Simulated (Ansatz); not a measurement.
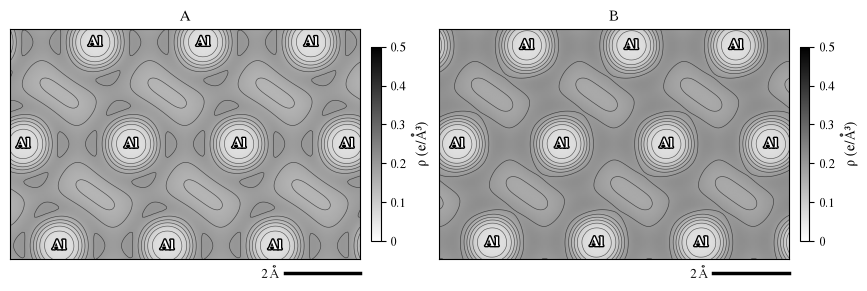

Al. The valence charge density (pseudo) of two cells that differ in size, on the (001) plane of each (indices in the axes of the calculation cell), at one length scale and on one colour scale; one has 16.2 and the other 17.8 Å³ an atom.

The calculation used Ansatz 0.2.0, DFT r2SCAN, scalar-relativistic, plane waves, PAW.

The larger cell:

```
Al
1.0
    -1.64583    1.64583    1.64583
     1.64583   -1.64583    1.64583
     1.64583    1.64583   -1.64583
Al
1
Direct
  0.00000 0.00000 0.00000
```

The smaller cell: a = 2.762 Å, b = 2.762 Å, c = 2.762 Å, α = 109.47°, β = 109.47°, γ = 109.47°.

### Which is the denser cell? Describe the effect of the change.

Panel B is the smaller cell, by 9 % in volume. From the larger cell to the smaller, Al–Al goes from 2.85 to 2.76 Å, and the density at its midpoint from 0.19 to 0.21 e/Å³; the pressure goes from −6 to 0.0 GPa.
